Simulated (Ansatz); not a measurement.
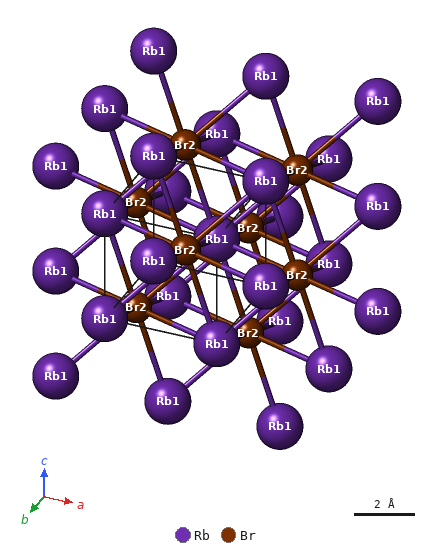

The starting point is solid RbBr (built on the database structure type) at its r2SCAN-relaxed geometry. A ball-and-stick model of the cell of the calculation, repeated 2 × 2 × 2 with one cell outlined, seen from a free direction.

Computed with Ansatz 0.2.0, DFT, HSE06, plane waves, PAW. Settings: plane-wave cutoff 420 eV; k-point mesh 4 × 4 × 4; occupations fixed; no spin polarisation.

Now this is done to it. The cell is strained by +2.9 % along [1 −1 0], −2.9 % along [1 1 0], none along the third axis (volume −0.1 %). The atoms were relaxed with r2SCAN under that strain, and this is a single point on that geometry.

What does the calculation give for the changed structure?

Answer. The energy rises by 2.4 meV per atom. Pressure: 0.5 GPa before, 0.6 GPa after. The principal stresses (compression positive) are 0.9 GPa along [1 1 0], 0.6 GPa along c, 0.2 GPa along [1 −1 0]. All forces vanish by symmetry. Near-neighbour distances before and after: Br–Rb 3.572 → 3.503 to 3.641 Å. The space group (tolerance 0.01 Å) goes from Pm-3m (No. 221) to Cmmm (No. 65).

Drawn alike, the variant:

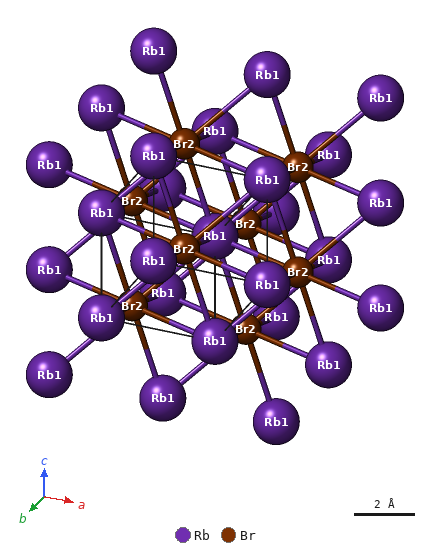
